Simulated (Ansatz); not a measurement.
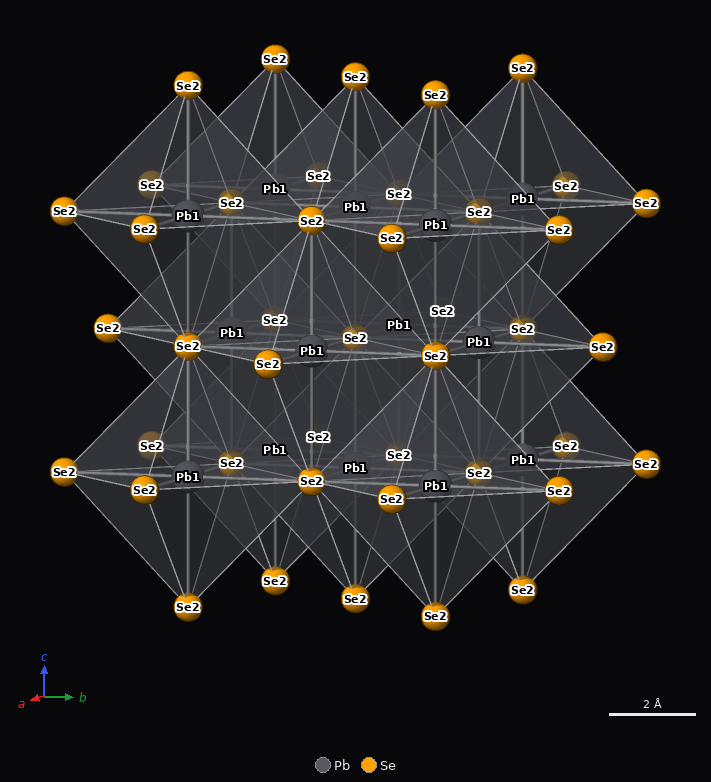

Figure 1. The structure of the first run (polyhedral view of the cell 4 times as large as that of the calculation, set on its symmetry axes, seen slightly off an axis; polyhedra are completed across the faces of the cell; atoms are numbered from 1 in the order of the input).

**What a change does: geometry relaxation on PbSe**

System: PbSe (Fm-3m, 2 atoms in the cell).
Method of the first run: Kohn-Sham DFT of a periodic cell, revPBE, Ansatz PAW, no spin polarisation (Ansatz 0.2.0).

The structure derives from an entry of the Crystallography Open Database. Text and figures count atoms from 1; the logs count them from 0 in places.

### The input, the first run
```yaml
crystal:
  lattice:
    - [0.0, 3.06065, 3.06065]
    - [3.06065, 0.0, 3.06065]
    - [3.06065, 3.06065, 0.0]
  atoms:
    - { symbol: Pb, position: [0.0, 0.0, 0.0] }
    - { symbol: Se, position: [0.5, 0.5, 0.5] }
hamiltonian:
  xc: revpbe
  pseudopotentials: { kind: paw }
kpoints:
  mp_grid: { grid: [8, 8, 8] }
scf:
  occupations: { method: fermi_dirac, width: 0.05 }
output:
  forces: true
  stress: true
relax:
  f_tol: 0.01
  max_steps: 40
  cell: { stress_tol: 0.05 }
```

Command:
```bash
ansatz run input.yaml --threads 2 --pin off --max-ram 5632MiB --backend cpu --events-out ev --progress --plain --runs-dir out
```

Hardware: 2 threads of Arm Neoverse V1, 24 GiB of memory available, shared host.

### Output, shortened to warnings, some set-up lines, iterations and results (the first run)
```
Basis set: ecut = 420 eV, 1139 PW (Γ), exchange–correlation on 60×60×60 points (8 copies of the dense FFT grid, shifted against one another)
Symmetry: 48 space group operations
k-points: 29 of 512
Initial density: superposition of atomic densities (neutral atoms: chi_scale 0, normalization atom), corrected by the library's trained network
[...]
SCF iter   1: F=—  HF=-17391.760637 eV  |F-HF|=—  |Δ(HF+E_count)|=         —  Δρ=1.90e-3  dr2=2.33e-3  ethr=1.77e-3  ⟨swp⟩=6.0  Hψ=2658  notcnv=0
SCF iter   2: F=—  HF=-17391.759285 eV  |F-HF|=—  |Δ(HF+E_count)|=   1.35e-3  Δρ=7.80e-4  dr2=1.97e-4  ethr=7.75e-6  ⟨swp⟩=2.0  Hψ=1232  notcnv=0
SCF iter   3: F=—  HF=-17391.759346 eV  |F-HF|=—  |Δ(HF+E_count)|=   6.12e-5  Δρ=3.67e-4  dr2=5.90e-5  ethr=6.55e-7  ⟨swp⟩=2.0  Hψ=986  notcnv=0
SCF iter   4: F=—  HF=-17391.759385 eV  |F-HF|=—  |Δ(HF+E_count)|=   3.88e-5  Δρ=1.15e-4  dr2=1.16e-5  ethr=1.97e-7  ⟨swp⟩=2.0  Hψ=696  notcnv=0
SCF iter   5: F=—  HF=-17391.759382 eV  |F-HF|=—  |Δ(HF+E_count)|=   2.96e-6  Δρ=1.49e-5  dr2=1.55e-7  ethr=3.86e-8  ⟨swp⟩=2.2  Hψ=854  notcnv=0
[... 29 lines ...]
SCF iter   6: F=—  HF=-17391.807092 eV  |F-HF|=—  |Δ(HF+E_count)|=   1.24e-6  Δρ=8.70e-7  dr2=7.58e-10  ethr=2.13e-11  ⟨swp⟩=2.0  Hψ=692  notcnv=0
SCF iter   7: F=—  HF=-17391.807092 eV  |F-HF|=—  |Δ(HF+E_count)|=   1.96e-9  Δρ=2.45e-7  dr2=6.96e-11  ethr=2.53e-12  ⟨swp⟩=2.2  Hψ=814  notcnv=0
SCF iter   8: F=-17391.807092 eV  HF=-17391.807092 eV  |F-HF|=3.64e-12  |Δ(HF+E_count)|=  1.02e-10  Δρ=8.83e-8  dr2=9.79e-12  ethr=1.00e-12  ⟨swp⟩=5.9  Hψ=2260  notcnv=0
SCF 5 converged in 8 iterations: F = -17391.807092 eV  dr2 = 9.79e-12
relax step   5: F+E_penalty+E_count = -17391.80709174 eV  Δ(F+E_penalty+E_count) = -3.600e-4 eV  max|allowed force component| = 3.616e-29 eV/Å  Δτ_max = 0.0000 Å  P = +0.006 …
basis re-selected at this cell: Δ(F+E_penalty+E_count) = -3.600e-4 eV, ΔP = -0.002 GPa vs the last step (what re-selecting the basis moved, of the pressure what is left beyond the Pulay correction that the steps carried, after the strain that the cell walked since its last selection, with what the …
SCF converged after 8 iterations
Free energy (F): -17391.807092 eV
Harris-Foulkes:  -17391.807092 eV  (|F-HF|=3.64e-12)
Internal energy: -17391.807057 eV  (E = F + TS)
E sigma→0 (E₀):  -17391.807075 eV
Entropy (-TS):   -0.000034 eV (-0.017 meV/atom)
Fermi energy:    8.208147 eV
--- Per-component energies (eV) ---
  E_band       = -449.878508
  E_kinetic    = 404.146508
  E_local      = -3644.049786  (includes V_loc(G=0)·N_el)
  E_nonlocal   = -247.280902
  E_hartree    = 1688.836555
  E_xc         = -325.386321
  E_vxc        = -230.098826  (∫ρ·V_xc dr)
  E_paw        = -12329.259424  (= ΣΔE_a)
  E_vpaw       = -110.268238  (= ΣTr[D̂ρ^β])
  E_aug_tail   = -0.000518  (compensation charges beyond the density's cutoff)
  E_ewald      = -2938.671078
  E_core_change = -0.142092  (= ΣΔE_core)
  E_smearing   = -0.000034  (= −TS)
  E_closure    = -0.000000  (closes the sum)
  Σ components = -17391.807092   (vs F -17391.807092, Δ=0.00e0)
--- Forces (eV/Å), atoms counted from 1 ---
  atom   1  Pb    -0.00000000     0.00000000     0.00000000
  atom   2  Se     0.00000000    -0.00000000    -0.00000000
  max |Σ_I F_I| component: 7.07e-29 eV/Å
--- Stress (GPa, compression-positive) ---
        0.005787      -0.000000      -0.000000
       -0.000000       0.005787       0.000000
       -0.000000      -0.000000       0.005787
  P = ⅓ Tr σ = 0.0058 GPa (0.058 kbar)
--- Relaxed structure (4 steps of the walk, 4 accepted, 1 SCFs on fresh bases) ---
  F+E_penalty+E_count = -17391.80709174 eV   max|allowed force component| = 3.616e-29 eV/Å   (the final SCF, on the basis selected at the relaxed cell)
  cell:  # Å, volume = 61.7243 Å³
    - [-1.8470723619246517e-34, 3.1367177798252808, 3.1367177798252808]
    - [3.1367177798252808, 8.59844030551131e-35, 3.1367177798252808]
    - [3.1367177798252808, 3.1367177798252808, 3.1846075205597454e-36]
  atoms:
    - { symbol: Pb, position: [-1.3109483445485175e-36, -2.5784495253848173e-47, 2.0975173513093153e-35] }
[...]
```

The input of the second run differs as follows (lines with − go, lines with + come):
```diff
-  xc: revpbe
+  xc: pbe
+  dispersion: d4
```

What does this change do to the results?

The total energies belong to different models, so their difference says nothing on which is more stable or more accurate. The volume per atom goes from 30.86 to 28.84 Å³. The functional changes from revPBE to PBE. The SCF takes 21 iterations over all geometry steps against 29.

### Output, shortened to warnings, some set-up lines, iterations and results (the second run)
```
Basis set: ecut = 420 eV, 1139 PW (Γ), exchange–correlation on 60×60×60 points (8 copies of the dense FFT grid, shifted against one another)
Symmetry: 48 space group operations
k-points: 29 of 512
Initial density: superposition of atomic densities (neutral atoms: chi_scale 0, normalization atom), corrected by the library's trained network
[...]
SCF iter   1: F=—  HF=-17377.402800 eV  |F-HF|=—  |Δ(HF+E_count)|=         —  Δρ=5.49e-4  dr2=1.76e-4  ethr=1.77e-3  ⟨swp⟩=6.0  Hψ=2661  notcnv=0
SCF iter   2: F=—  HF=-17377.401872 eV  |F-HF|=—  |Δ(HF+E_count)|=   9.28e-4  Δρ=3.62e-4  dr2=3.92e-5  ethr=5.86e-7  ⟨swp⟩=2.3  Hψ=1237  notcnv=0
SCF iter   3: F=—  HF=-17377.401880 eV  |F-HF|=—  |Δ(HF+E_count)|=   8.00e-6  Δρ=1.85e-4  dr2=9.40e-6  ethr=1.31e-7  ⟨swp⟩=2.0  Hψ=941  notcnv=0
SCF iter   4: F=—  HF=-17377.401897 eV  |F-HF|=—  |Δ(HF+E_count)|=   1.78e-5  Δρ=4.65e-5  dr2=1.38e-6  ethr=3.13e-8  ⟨swp⟩=2.0  Hψ=987  notcnv=0
SCF iter   5: F=—  HF=-17377.401897 eV  |F-HF|=—  |Δ(HF+E_count)|=   6.24e-7  Δρ=1.74e-5  dr2=2.18e-7  ethr=4.60e-9  ⟨swp⟩=2.0  Hψ=829  notcnv=0
[... 19 lines ...]
SCF iter   5: F=—  HF=-17377.402200 eV  |F-HF|=—  |Δ(HF+E_count)|=   1.49e-6  Δρ=1.17e-6  dr2=3.94e-10  ethr=1.99e-11  ⟨swp⟩=2.0  Hψ=984  notcnv=0
SCF iter   6: F=—  HF=-17377.402200 eV  |F-HF|=—  |Δ(HF+E_count)|=   8.75e-9  Δρ=2.44e-7  dr2=4.56e-11  ethr=1.31e-12  ⟨swp⟩=2.0  Hψ=680  notcnv=0
SCF iter   7: F=-17377.402200 eV  HF=-17377.402200 eV  |F-HF|=7.28e-12  |Δ(HF+E_count)|=  1.75e-10  Δρ=8.59e-8  dr2=7.44e-12  ethr=1.00e-12  ⟨swp⟩=5.8  Hψ=2221  notcnv=0
SCF 4 converged in 7 iterations: F = -17377.402200 eV  dr2 = 7.44e-12
relax step   4: F+E_penalty+E_count = -17377.40219955 eV  Δ(F+E_penalty+E_count) = -2.284e-5 eV  max|allowed force component| = 1.814e-29 eV/Å  Δτ_max = 0.0000 Å  P = -0.002 …
basis re-selected at this cell: Δ(F+E_penalty+E_count) = -2.284e-5 eV, ΔP = -0.000 GPa vs the last step (what re-selecting the basis moved, of the pressure what is left beyond the Pulay correction that the steps carried, after the strain that the cell walked since its last selection, with what the …
SCF converged after 7 iterations
Free energy (F): -17377.402200 eV
Harris-Foulkes:  -17377.402200 eV  (|F-HF|=7.28e-12)
Internal energy: -17377.401914 eV  (E = F + TS)
E sigma→0 (E₀):  -17377.402057 eV
Entropy (-TS):   -0.000286 eV (-0.143 meV/atom)
Fermi energy:    9.085593 eV
--- Per-component energies (eV) ---
  E_band       = -427.369154
  E_kinetic    = 406.091460
  E_local      = -3537.024343  (includes V_loc(G=0)·N_el)
  E_nonlocal   = -245.936443
  E_hartree    = 1646.458984
  E_xc         = -325.768280
  E_vxc        = -231.459202  (∫ρ·V_xc dr)
  E_paw        = -12314.666761  (= ΣΔE_a)
  E_vpaw       = -111.958112  (= ΣTr[D̂ρ^β])
  E_aug_tail   = -0.000624  (compensation charges beyond the density's cutoff)
  E_ewald      = -3005.761641
  E_disp       = -0.794265  (pairwise vdW)
  E_smearing   = -0.000286  (= −TS)
  E_closure    = 0.000000  (closes the sum)
  Σ components = -17377.402200   (vs F -17377.402200, Δ=0.00e0)
--- Forces (eV/Å), atoms counted from 1 ---
  atom   1  Pb    -0.00000000     0.00000000     0.00000000
  atom   2  Se     0.00000000    -0.00000000    -0.00000000
  max |Σ_I F_I| component: 1.53e-29 eV/Å
--- Stress (GPa, compression-positive) ---
       -0.002036      -0.000000      -0.000000
       -0.000000      -0.002036       0.000000
       -0.000000       0.000000      -0.002036
  P = ⅓ Tr σ = -0.0020 GPa (-0.020 kbar)
--- Relaxed structure (3 steps of the walk, 3 accepted, 1 SCFs on fresh bases) ---
  F+E_penalty+E_count = -17377.40219955 eV   max|allowed force component| = 1.814e-29 eV/Å   (the final SCF, on the basis selected at the relaxed cell)
  cell:  # Å, volume = 57.6827 Å³
    - [-1.528611609868677e-34, 3.066704190183417, 3.066704190183417]
    - [3.066704190183417, -3.8215290246716924e-34, 3.066704190183417]
    - [3.066704190183417, 3.066704190183417, -2.2929174148030154e-34]
  atoms:
    - { symbol: Pb, position: [-3.687042218159893e-37, 5.3257276489195015e-37, 2.0073896525207517e-36] }
[...]
```

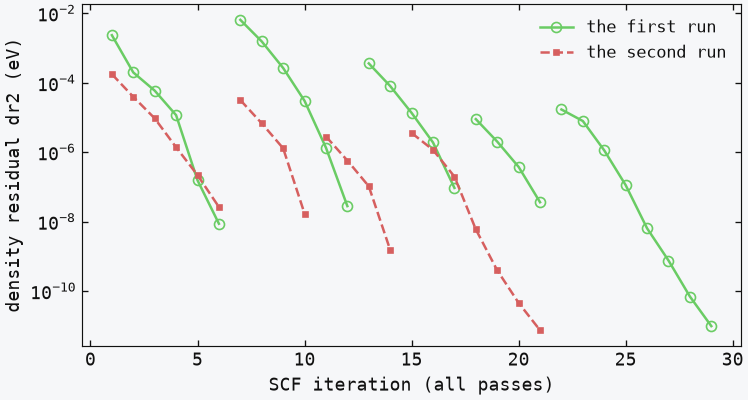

Figure 2. Convergence of the two runs: density residual dr2 against the SCF iteration. A break in a curve parts two SCF passes. The first run takes 29 iterations in all, and the second run takes 21.

### The two runs side by side

| quantity | the first run | the second run |
| --- | --- | --- |
| outcome | converged | converged |
| free energy per atom (eV) | −8695.9035 | −8688.7011 |
| pressure (GPa) | 0.01 | 0.00 |
| volume per atom (Å³) | 30.86 | 28.84 |
| largest force (eV/Å) | 0.000 | 0.000 |
| SCF iterations | 29 | 21 |
| irreducible k-points | 29 | 29 |
| wall time (shared host) | 5 s | 3.5 s |

For both runs: Spin–orbit coupling is left out, which matters for Pb. For the first run: Points of doubt noted for this run: forces on files of another functional.
